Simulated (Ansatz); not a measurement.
# Ti in Al(100), 2x2: scattering by a point defect

Aim: the resistance that Ti in Al(100), 2x2 adds to the host.

Program: Ansatz 0.2.0. Level of theory: Ansatz plane-wave DFT, PBE, PAW files; ballistic transport by layer matching (Landauer), zero bias; PAW set soft_1, in the first sound run; inputs show where later runs differ. Results are calculated unless marked as measured.

**1. The structure**

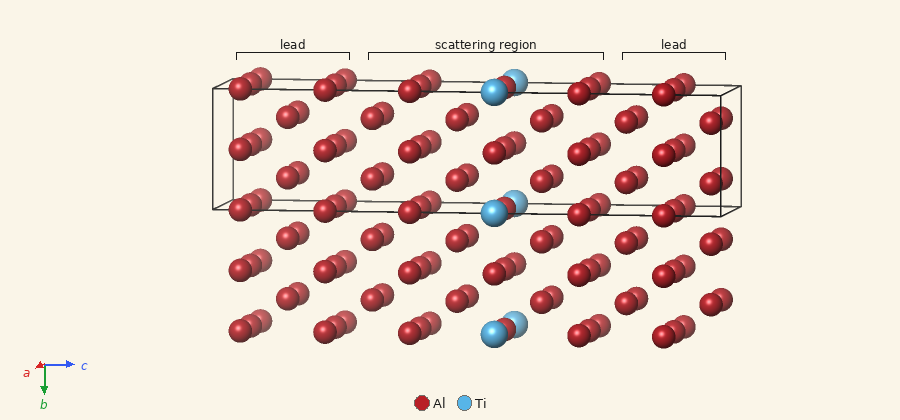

The cell as given, from the side, with the c axis across the page (aluminium red, titanium blue). 1×2×1 cells are drawn. Some periodic images of atoms are drawn too.

The cell holds 48 atoms: 47 Al and 1 Ti. Cell: a = 5.725 Å, b = 5.725 Å, c = 24.288 Å, α = 90.0°, β = 90.0°, γ = 90.0°. It derives from Al. Regions: lead, 24 atoms (24 Al); scattering region, 24 atoms (23 Al and 1 Ti). The structure is stacked along c, and the current runs across the ab planes.

**2. Transmission at ideal sites**

The defect sits in one plane of the supercell, all atoms on ideal sites; the layers about the cell's end are the lead. The mesh across the current, 10×10, is finer than the density's, because channels open and close sharply across the zone. Energies from -0.1 to 0.1 eV in steps of 0.05 eV are too few for the program's thermal sum, so it prints no conductance; for a metal the transmission near the Fermi level serves, at a fraction of the cost.

input.yaml reads:

```yaml
crystal:
  lattice:
    - [5.7246940741, 0.0, 0.0]
    - [0.0, 5.7246940741, 0.0]
    - [0.0, 0.0, 24.28782]
  atoms:
    - { symbol: Al, position: [0.0, 0.0, 0.0416666667] }
    - { symbol: Al, position: [0.0, 0.5, 0.0416666667] }
    - { symbol: Al, position: [0.5, 0.0, 0.0416666667] }
    - { symbol: Al, position: [0.5, 0.5, 0.0416666667] }
    - { symbol: Al, position: [0.25, 0.25, 0.125] }
    - { symbol: Al, position: [0.25, 0.75, 0.125] }
    - { symbol: Al, position: [0.75, 0.25, 0.125] }
    - { symbol: Al, position: [0.75, 0.75, 0.125] }
    - { symbol: Al, position: [0.0, 0.0, 0.2083333333] }
    - { symbol: Al, position: [0.0, 0.5, 0.2083333333] }
    - { symbol: Al, position: [0.5, 0.0, 0.2083333333] }
    - { symbol: Al, position: [0.5, 0.5, 0.2083333333] }
    - { symbol: Al, position: [0.25, 0.25, 0.2916666667] }
    - { symbol: Al, position: [0.25, 0.75, 0.2916666667] }
    - { symbol: Al, position: [0.75, 0.25, 0.2916666667] }
    - { symbol: Al, position: [0.75, 0.75, 0.2916666667] }
    - { symbol: Al, position: [0.0, 0.0, 0.375] }
    - { symbol: Al, position: [0.0, 0.5, 0.375] }
    - { symbol: Al, position: [0.5, 0.0, 0.375] }
    - { symbol: Al, position: [0.5, 0.5, 0.375] }
    - { symbol: Al, position: [0.25, 0.25, 0.4583333333] }
    - { symbol: Al, position: [0.25, 0.75, 0.4583333333] }
    - { symbol: Al, position: [0.75, 0.25, 0.4583333333] }
    - { symbol: Al, position: [0.75, 0.75, 0.4583333333] }
    - { symbol: Ti, position: [0.0, 0.0, 0.5416666667] }
    - { symbol: Al, position: [0.0, 0.5, 0.5416666667] }
    - { symbol: Al, position: [0.5, 0.0, 0.5416666667] }
    - { symbol: Al, position: [0.5, 0.5, 0.5416666667] }
    - { symbol: Al, position: [0.25, 0.25, 0.625] }
    - { symbol: Al, position: [0.25, 0.75, 0.625] }
    - { symbol: Al, position: [0.75, 0.25, 0.625] }
    - { symbol: Al, position: [0.75, 0.75, 0.625] }
    - { symbol: Al, position: [0.0, 0.0, 0.7083333333] }
    - { symbol: Al, position: [0.0, 0.5, 0.7083333333] }
    - { symbol: Al, position: [0.5, 0.0, 0.7083333333] }
    - { symbol: Al, position: [0.5, 0.5, 0.7083333333] }
    - { symbol: Al, position: [0.25, 0.25, 0.7916666667] }
    - { symbol: Al, position: [0.25, 0.75, 0.7916666667] }
    - { symbol: Al, position: [0.75, 0.25, 0.7916666667] }
    - { symbol: Al, position: [0.75, 0.75, 0.7916666667] }
    - { symbol: Al, position: [0.0, 0.0, 0.875] }
    - { symbol: Al, position: [0.0, 0.5, 0.875] }
    - { symbol: Al, position: [0.5, 0.0, 0.875] }
    - { symbol: Al, position: [0.5, 0.5, 0.875] }
    - { symbol: Al, position: [0.25, 0.25, 0.9583333333] }
    - { symbol: Al, position: [0.25, 0.75, 0.9583333333] }
    - { symbol: Al, position: [0.75, 0.25, 0.9583333333] }
    - { symbol: Al, position: [0.75, 0.75, 0.9583333333] }
kpoints:
  mp_grid: { grid: [4, 4, 1] }
hamiltonian:
  xc: pbe
  pseudopotentials: { kind: paw, azcp: { folder: soft_1 } }
scf:
  occupations: { method: fermi_dirac, width: 0.1 }
output:
  transmission: { leads: [[0, 4]], kmesh: [10, 10], e_range: [-0.1, 0.1], de: 0.05 }
  write_potential: true
  write_density: true
  volumetric_format: npy
  elf: true
```

The run is started by

```
$ ansatz run input.yaml --threads 4 --pin off --max-ram 15360MiB --backend cpu --events-out ev --progress --plain --runs-dir out
```

Numbers of over 12 decimals in the logs are rounded to 6 here.

The program printed:

```text
Engine: ansatz 0.2.0, x86_64-unknown-linux-gnu
Pseudopotentials: kind: paw
Pseudopotential: Al, paw, valence charge 3, recommended cutoff 420 eV (normal), soft_1/Al.paw.azcp
Pseudopotential: Ti, paw, valence charge 12, recommended cutoff 420 eV (normal), soft_1/Ti.paw.azcp
Functional definition: PBE
  parameter kappa = 0.804
  parameter beta = 0.066725
  exchange = pbe_x(kappa = kappa, mu = beta*pi^2/3)
  correlation = pbe_c(beta = beta)
Crystal: 48 atoms, lattice volume = 795.963 Å³
Basis set: ecut = 420 eV, 15629 PW (Γ)
Bands: 125, of which v1, the nominal top of the filled ones, is band 77 counted from 1 (76 counted from 0)
Symmetry: 16 space group operations
Space group: P4/mmm (ITA 123), of the structure as read, at distance tolerance 9.3e-5 Å
k-points: 6 of 16
Non-local potential: Al, projectors of the file, l = 0: 2, l = 1: 2, l = 2: 1
Non-local potential: Ti, projectors of the file, l = 0: 3, l = 1: 2, l = 2: 3, l = 3: 1
PAW form: soft (Blöchl's): semilocal exchange-correlation on the pseudo side does not see the compensation charge
PAW one-centre angular grid: Al, 110 points (default); XC on 64 Gauss nodes
PAW one-centre angular grid: Ti, 590 points (default); XC on 64 Gauss nodes
Initial density: superposition of atomic densities (chi_scale 0.1, normalization cell, long waves kept (reshape's long-wave potential 0.12 eV rms))
Initial wavefunctions: pseudopotential atomic-orbital guess
Functional: x = pbe(κ = 0.804, μ = 0.219515), c = pbe(β = 0.066725)
SCF iter   1: F=—  HF=-27766.557410 eV  |F-HF|=—  |Δ(HF+E_count)|=         —  Δρ=3.31e-2  dr2=7.96e1  ethr=3.10e-3  ⟨swp⟩=6.7  Hψ=3486  notcnv=0  defer=19
preconditioner: auto → Kerker (q_TF=auto, 2.073 Å⁻¹)  [metal: Δε(μ)=0.015 eV  Ē_g=6.524 eV  σ=0.100 eV  W_gap=0.04  n_scr=112 (ndim 8)  ℏωp=15.8 eV  f_vac=0.000  D(μ)=24.64/eV (n_scr^D=166)]
SCF iter   2: F=—  HF=-27764.960932 eV  |F-HF|=—  |Δ(HF+E_count)|=    1.60e0  Δρ=1.97e-2  dr2=2.51e1  ethr=3.10e-3  ⟨swp⟩=1.5  Hψ=881  notcnv=0  defer=24
SCF iter   3: F=—  HF=-27763.602504 eV  |F-HF|=—  |Δ(HF+E_count)|=    1.36e0  Δρ=2.61e-3  dr2=7.65e-2  ethr=3.10e-3  ⟨swp⟩=2.2  Hψ=863  notcnv=0  defer=24
SCF iter   4: F=—  HF=-27763.583279 eV  |F-HF|=—  |Δ(HF+E_count)|=   1.92e-2  Δρ=4.45e-4  dr2=2.98e-3  ethr=5.00e-5  ⟨swp⟩=2.5  Hψ=988  notcnv=0  defer=61
SCF iter   5: F=—  HF=-27763.582711 eV  |F-HF|=—  |Δ(HF+E_count)|=   5.67e-4  Δρ=1.01e-4  dr2=4.87e-4  ethr=1.95e-6  ⟨swp⟩=1.8  Hψ=901  notcnv=0  defer=61
SCF iter   6: F=—  HF=-27763.582693 eV  |F-HF|=—  |Δ(HF+E_count)|=   1.83e-5  Δρ=4.24e-5  dr2=3.72e-5  ethr=3.18e-7  ⟨swp⟩=1.2  Hψ=703  notcnv=0  defer=61
SCF iter   7: F=—  HF=-27763.582713 eV  |F-HF|=—  |Δ(HF+E_count)|=   2.03e-5  Δρ=1.24e-5  dr2=2.34e-6  ethr=2.43e-8  ⟨swp⟩=1.5  Hψ=731  notcnv=0  defer=62
SCF iter   8: F=—  HF=-27763.582713 eV  |F-HF|=—  |Δ(HF+E_count)|=   2.10e-7  Δρ=2.53e-6  dr2=1.26e-7  ethr=1.53e-9  ⟨swp⟩=1.8  Hψ=786  notcnv=0  defer=62
SCF iter   9: F=-27763.582713 eV  HF=-27763.582713 eV  |F-HF|=7.01e-9  |Δ(HF+E_count)|=   8.34e-9  Δρ=5.20e-7  dr2=7.50e-9  ethr=6.54e-11  ⟨swp⟩=15.2  Hψ=2741  notcnv=0
SCF 1 converged in 9 iterations: F = -27763.582713 eV  dr2 = 7.50e-9
  greatest PAW one-centre occupation: 0.999 electrons in one spin orbital (limit 2), on the Ti atom at site 24 (counted from 0), in its partial waves of l = 0
transmission: 68 of 651 steps passed
transmission: 138 of 651 steps passed
[...]
transmission: 651 of 651 steps passed
SCF converged after 9 iterations
Free energy (F): -27763.582713 eV
Harris-Foulkes:  -27763.582713 eV  (|F-HF|=7.01e-9)
Internal energy: -27762.832514 eV  (E = F + TS)
E sigma→0 (E₀):  -27763.207613 eV
Entropy (-TS):   -0.750199 eV (-15.629 meV/atom)
Fermi energy:    7.918417 eV
--- Per-component energies (eV) ---
  E_band       = 283.901183
  E_kinetic    = 1335.364101
  E_local      = -1731.856815  (includes V_loc(G=0)·N_el)
  E_nonlocal   = 530.530191
  E_hartree    = 1000.762638
  E_xc         = -1885.599605
  E_vxc        = -1514.020873  (∫ρ·V_xc dr)
  E_paw        = -23104.100574  (= ΣΔE_a)
  E_vpaw       = -337.645810  (= ΣTr[D̂ρ^β])
  E_aug_tail   = -0.000190  (compensation charges beyond the density's cutoff)
  E_ewald      = -3907.932258
  E_smearing   = -0.750199  (= −TS)
  E_closure    = -0.000000  (closes the sum)
  Σ components = -27763.582713   (vs F -27763.582713, Δ=0.00e0)
--- Band table (eV; the first three rows and the last of 6) ---
  k-point 0: bands = [... 73 lower, 7.2324, 7.2345, 7.2345, 7.2538, 7.2538, 7.3199, 7.3459, 7.3566, ... 44 higher]
  k-point 1: bands = [... 73 lower, 7.5836, 7.6219, 7.6373, 7.7089, 7.8118, 7.9983, 8.1891, 8.3180, ... 44 higher]
  k-point 2: bands = [... 73 lower, 7.6778, 7.7521, 7.8208, 7.8547, 8.0895, 8.1745, 8.3419, 8.3683, ... 44 higher]
  k-point 5: bands = [... 73 lower, 8.1603, 8.3602, 8.4070, 8.4070, 8.6008, 8.6008, 8.6504, 8.8235, ... 44 higher]
--- Transmission ---
  basis      : 293 plane waves across, 31 finite elements along
  points     : 21, standing for a mesh of 10 x 10
  energies   : 5 from -0.100000 to 0.100000 eV about the Fermi level, 0.050000 eV apart; the leads are filled to 0.000000 eV, and channels, transmission and decay are at 0.000000 eV
  crystal 0  : Al4, at the sites [0, 4], period 2.0240 Å, over 22.26 Å; its Hamiltonian steps by up to 14.3 meV
    offset         : up to 0.0000 Å between an atom of the period and one for which it stands
    channels       : 6.130000e0 a spin
    conductance    : none, the energies end too early or step too widely for 300 K: set another output.transmission.e_range or a lower de, or, where they end at an eighth of basis.ecutwfc, a higher one
  junction   : crystal 0 to crystal 0, 1.33 to 23.59 Å
    transmission   : 3.998574e0 a spin
    conductance    : none, the energies end too early or step too widely for 300 K: set another output.transmission.e_range or a lower de, or, where they end at an eighth of basis.ecutwfc, a higher one
```

It took 3.9 min on 4 threads of Intel Xeon Platinum 8488C (Sapphire Rapids), shared host; peak memory 2.6 GiB; 13 min of CPU time.

This run has no spin polarisation although its electron count is odd.

Numbers from this step:

```
free energy                                    : -27763.5827 eV
energy at zero smearing                        : -27763.2076 eV
Fermi energy                                   : 7.918 eV
cell area                                      : 32.77 Å²
transmission per spin nearest the Fermi level  : 3.999
open channels per spin nearest the Fermi level : 6.13
step of the lead's potential                   : 14.3 meV
```

Per spin. Transmission, zone mean against energy, zero at the Fermi level:

```csv
energy (eV),"transmission, zone mean"
-0.1000,4.10
-0.0500,4.06
0.0000,4.00
0.0500,4.15
0.1000,4.15
```

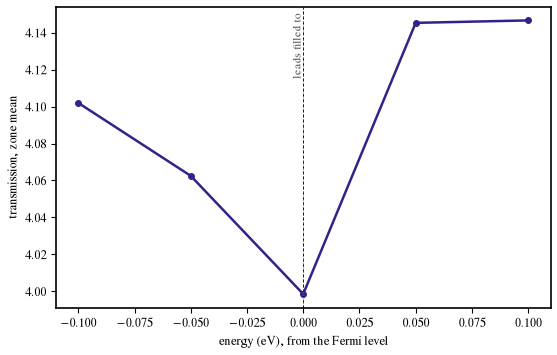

Transmission, zone mean, plotted against energy.

Per spin. The open channels, zone mean, lead by energy, zero at the Fermi level:

```csv
energy (eV),"open channels, zone mean, lead"
-0.1000,6.21
-0.0500,6.29
0.0000,6.13
0.0500,6.37
0.1000,6.45
```

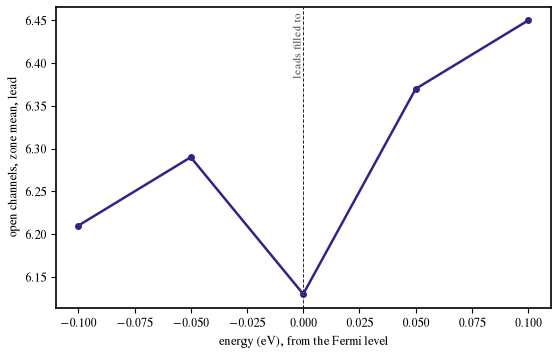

Open channels, zone mean, lead, plotted against energy.

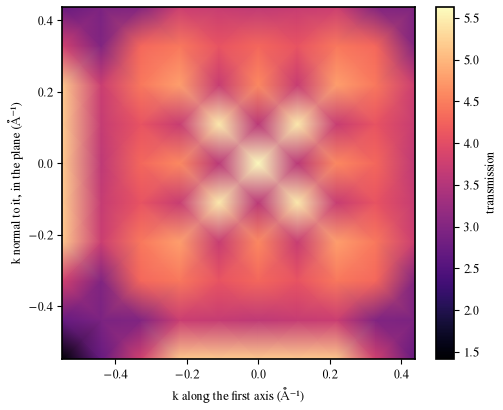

Transmission over k1 and k2. At 0.0000 eV from the Fermi level.

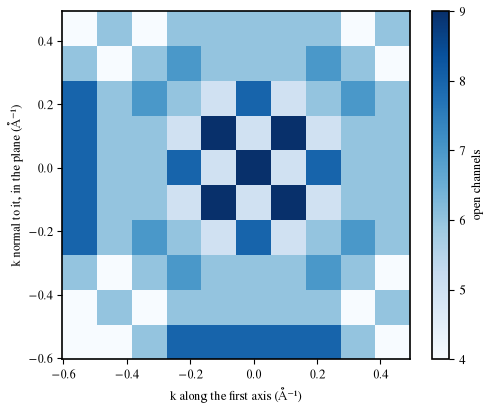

Open channels over k1 and k2. At 0.0000 eV from the Fermi level.

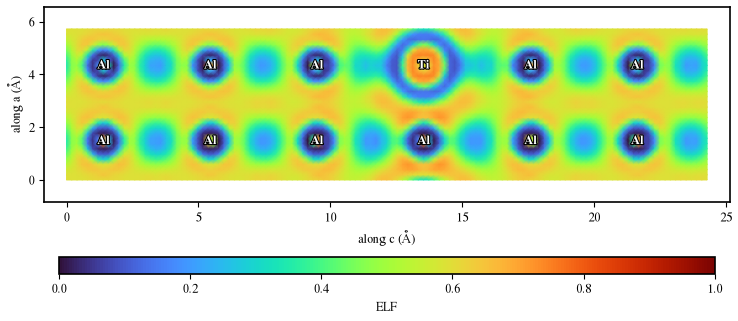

ELF in the ca plane at fractional y = 0.000, with atoms of Al and Ti within 0.2 Å of it. It is the smooth field of the valence electrons, not physical close to the nuclei. The map starts off the cell's origin, so that atoms lie inside it.

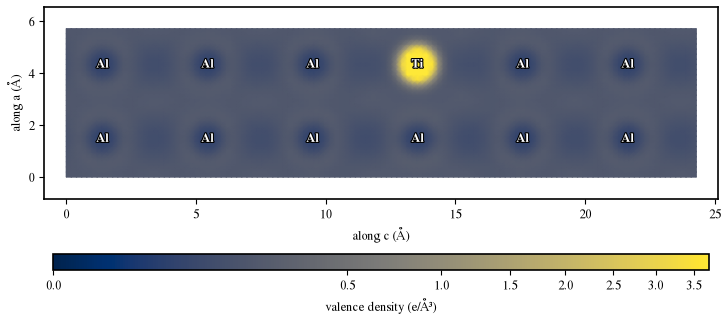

Valence density in the ca plane at fractional y = 0.000, with atoms of Al and Ti within 0.2 Å of it. It is the smooth field of the valence electrons, not physical close to the nuclei. The map starts off the cell's origin, so that atoms lie inside it. The colour scale is stretched toward low values.

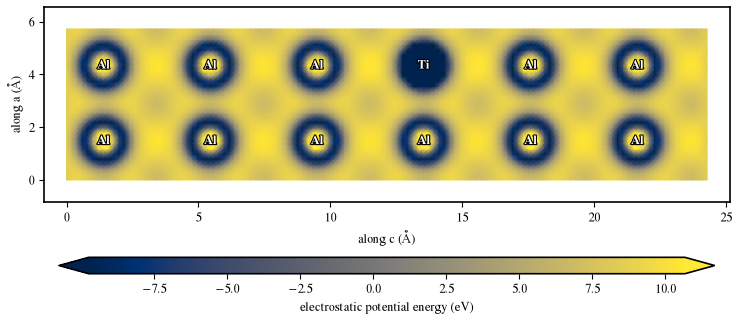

Electrostatic potential energy in the ca plane at fractional y = 0.000, with atoms of Al and Ti within 0.2 Å of it. With pseudopotentials it is smooth inside the atoms' cores, unlike the true potential. The map starts off the cell's origin, so that atoms lie inside it.

Over the solved energies the transmission per spin lies between 4.00 and 4.15, out of 6.29 channels of the lead on average (up to 6.45).

**3. Resistance at ideal sites**

This step: Ansatz plane-wave DFT, PBE, PAW files; ballistic transport by layer matching (Landauer), zero bias; area resistance of the defect plane and resistivity an atomic per cent; PAW set soft_1 (Ansatz 0.2.0).

This step gave:

```
area resistance                                                                                 : 0.3642 fΩ m²
T over the leads' mean channel count                                                            : 0.6496
resistivity per at.% scaled from this dense plane, with the factor 3/4 for isotropic scattering : 5.399 µΩ cm
```

Averaged over the energies near the Fermi level, 65.0 % of the channels pass, which makes 0.364 fΩ m².

By hand, with T and the leads' channels N averaged over the energies near the Fermi level: RA = A (h/2e²)(1/T − 1/N) = 32.77×10⁻²⁰ m² × 12 906 Ω × (1/4.069 − 1/6.263) = 0.364 fΩ m². Per atomic per cent: RA × A / V_atom × 0.01 × 3/4 = 5.40 µΩ cm, with the host's V_atom = 16.58 Å³.

(Part 1 of 2 ends here.)

[Logs are printed without paths, hosts, clocks, repeated set-up lines and the standing remarks that a program may print on its own settings, such as how far it seeks lower states.]

[Hosts, paths, dates, database ids (printed as entryN), source tags and the programs' standing remarks are cut or masked in the printed files.]
